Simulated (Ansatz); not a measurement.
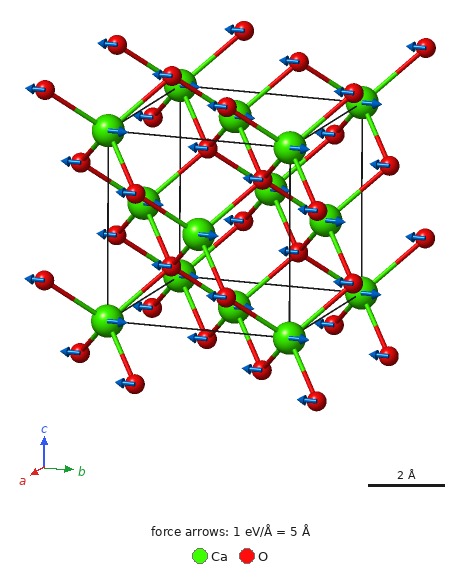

A changed version of crystalline CaO (built on the zincblende type), with the computed forces as blue arrows. Besides, the cell is strained by +1.0 % along [1 0 −1], −1.0 % along [1 0 1], none along the third axis (volume 0.0 %). The picture is a ball-and-stick view of the conventional cell (4 times the calculation's cell), seen slightly off an axis. Lengths and directions refer to the drawn axes.

The calculation used DFT r2SCAN, scalar-relativistic, plane waves, PAW in Ansatz 0.2.0. (plane-wave cutoff 500 eV; k-point mesh 8 × 8 × 8; occupations gaussian; smearing width 0.05 eV; no spin polarisation)

Q: Describe the distortion and the response.

A: The atoms keep their fractional coordinates. No relaxation follows. Among the bonded contacts that change: Ca–O 2.257 → 2.242 to 2.272 Å. The space group (tolerance 0.01 Å) goes from F-43m (No. 216) to Imm2 (No. 44). Energy change: +1.4 meV per atom. The pressure goes from 0.0 to 0.0 GPa. The principal stresses (compression positive) are 1.3 GPa along [1 0 1], −1.2 GPa along [1 0 −1], none along the third axis. The largest forces, 0.12 eV/Å, act on Ca and O; on the O atom it points along −b.
